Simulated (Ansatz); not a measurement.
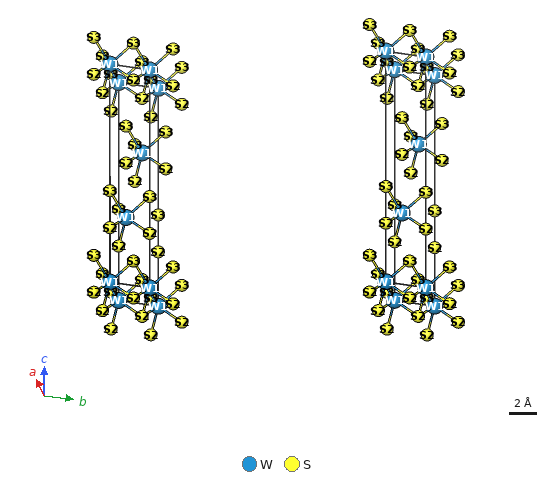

Two geometries of solid WS2 (set up in R3m) (coarse preliminary run), drawn at one scale. One is the start of a relaxation, the other its converged end. The picture is a ball-and-stick view of the conventional cell (3 times the calculation's cell), seen from a free direction. Lengths and directions refer to the drawn axes.

Computed with DFT r2SCAN, scalar-relativistic, plane waves, PAW (Ansatz). (plane-wave cutoff 500 eV; k-point mesh 6 × 6 × 6; occupations gaussian; smearing width 0.1 eV; no spin polarisation; cell and atoms relaxed; force threshold 0.05 eV/Å; at most 80 steps)

> Which geometry has the lower energy?

The right one is the relaxed one. The atom that moves furthest relative to the cell is S3 (0.10 Å along −c). By element the largest moves are S 0.10 Å, W 0.01 Å. Cell: a = b 3.158 → 3.182 Å (+0.8 %), c 18.490 → 19.571 Å (+5.8 %). Volume +7.5 %. Some distances before and after: W1–W1 3.158 → 3.182 Å, W1–S2 2.391 → 2.410 Å, W1–S3 2.415 → 2.411 Å. The space group stays R3m (No. 160). After 3 accepted moves (5 points after the start) the energy has fallen by 32.5 meV per cell of the calculation. The largest force component goes from 0.62 to 0.036 eV/Å. Pressure: 2.58 GPa at the start and −0.13 GPa at the end. The line search rejected the trial step at point 1 of the run. The SCF was repeated once at an unchanged geometry on a basis and grid sized afresh for the cell, which shifted the energy by 1.2 meV per cell of the calculation at most.
